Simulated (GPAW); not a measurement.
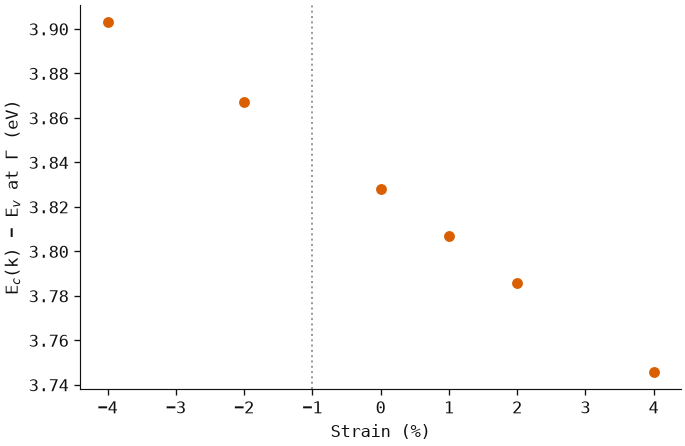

Lowest conduction level at Γ, counted from the valence-band top at Γ. One run is left out (dotted line).

System: rocksalt KI, space group Fm-3m, 2 atoms in the primitive cell; unstrained, cubic a = 7.066 Å. The cell is strained along z by the value listed, with the other lengths fixed. The atoms keep their fractional positions. Method: PBEsol, PAW data sets generated in the run's folder for this functional, no spin polarisation, no spin-orbit coupling, 7×7×7 k mesh, 600 eV cutoff, Fermi-Dirac smearing of 0.05 eV (GPAW).

| strain | Γ (eV) | gap on the mesh (eV) |
| --- | --- | --- |
| −4 % | 3.90 | 3.90 |
| −2 % | 3.87 | 3.87 |
| 0 % | 3.83 | 3.83 |
| +1 % | 3.81 | 3.81 |
| +2 % | 3.79 | 3.79 |
| +4 % | 3.75 | 3.75 |

Estimate the values at −1 %.

Answer. A fit through the other points gives 3.85 eV at Γ (a straight line). The run itself gives 3.85 eV, within 0.01 eV of the estimate.

The strain splits the threefold valence top at Γ, and levels count from its highest part. Spin-orbit coupling is left out, which matters for I. LDA, GGA and most meta-GGA functionals understate gaps. Measurements of this composition are mostly on another form, of space group No. 225.
